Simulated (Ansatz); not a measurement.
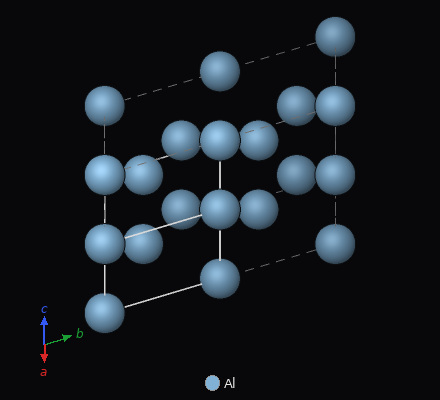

Al (P6/mmm, No. 191): the end point of a relaxation with DFT r2SCAN, scalar-relativistic, plane waves, PAW (Ansatz 0.2.0); the starting structure was generated, so it need not be a known form of this composition.

```cif
data_structure
_symmetry_space_group_name_H-M 'P6/mmm'
_symmetry_Int_Tables_number 191
_cell_length_a 4.5473
_cell_length_b 4.5473
_cell_length_c 2.7578
_cell_angle_alpha 90.000
_cell_angle_beta 90.000
_cell_angle_gamma 120.000
_cell_volume 49.39
loop_
_atom_site_label
_atom_site_type_symbol
_atom_site_symmetry_multiplicity
_atom_site_Wyckoff_symbol
_atom_site_fract_x
_atom_site_fract_y
_atom_site_fract_z
_atom_site_occupancy
Al1 Al 1 a 0.00000 0.00000 0.00000 1
Al2 Al 2 d 0.33333 0.66667 0.50000 1
```

What will a HAADF-like image along [101] show? Simulated incoherent Z contrast: every atom adds Z^1.8 spread by a probe of 0.79 Å full width; channelling and multiple scattering are left out. The probe carries 25 % of its weight in a tail 2.5 times as wide. The display is stretched by a gamma of 0.65; percentages refer to the linear signal. Shot noise, a slight drift and the speckle of an amorphous layer were added.

Answer. The columns repeat on a centred rectangular net of 2.36 × 7.88 Å (plane group c2mm). All columns are alike (Al). The shortest distance between visible columns is 1.31 Å in projection. Along the beam the structure repeats every 5.32 Å.

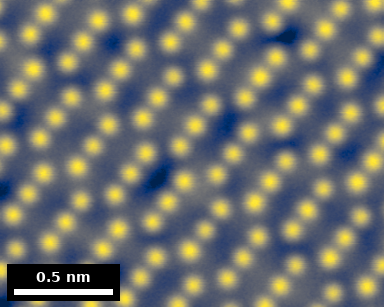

The simulated image.
